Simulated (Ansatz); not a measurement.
System: CoSi, space group Pm-3m (No. 221).

Starting cell:
```
CELL_PARAMETERS angstrom
2.78594 0.00000 0.00000
0.00000 2.78594 0.00000
0.00000 0.00000 2.78594
ATOMIC_POSITIONS crystal
Co 0.00000 0.00000 0.00000
Si 0.50000 0.50000 0.50000
```

Calculation (Ansatz 0.2.0): third-order Birch-Murnaghan fit to density functional energies at scaled volumes of the given relaxed cell, shape and atoms relaxed at each volume; energies count from the fitted minimum; plane waves with PAW datasets, Γ-centred k mesh. Level: PBE, collinear spin. The state reached is ferromagnetic.

- wave cutoff: 420 eV
- k mesh: 16×16×16
- occupations: Gaussian
- smearing width: 0.1 eV

What does the calculation give for the energy above the minimum against volume? The volume takes the values 10.163, 10.487, 10.812, 11.136, 11.460 Å³/atom.

A third-order Birch–Murnaghan fit gives V0 = 10.82 Å³/atom, B0 = 196 GPa and B′ = 4.0. The energy above the minimum is 26.8 meV/atom at volume 10.163 Å³/atom and 21.3 meV/atom at 11.460 Å³/atom; the lowest computed point is at volume 10.812 Å³/atom (0.1 meV/atom). The solid is metallic at every point.

```json
{"volume (Å³/atom)": "10.163", "energy above the minimum (meV/atom)": "26.8"}
{"volume (Å³/atom)": "10.487", "energy above the minimum (meV/atom)": "6.4"}
{"volume (Å³/atom)": "10.812", "energy above the minimum (meV/atom)": "0.1"}
{"volume (Å³/atom)": "11.136", "energy above the minimum (meV/atom)": "5.4"}
{"volume (Å³/atom)": "11.460", "energy above the minimum (meV/atom)": "21.3"}
```

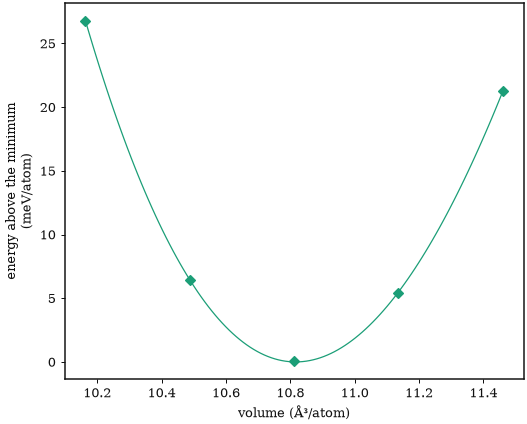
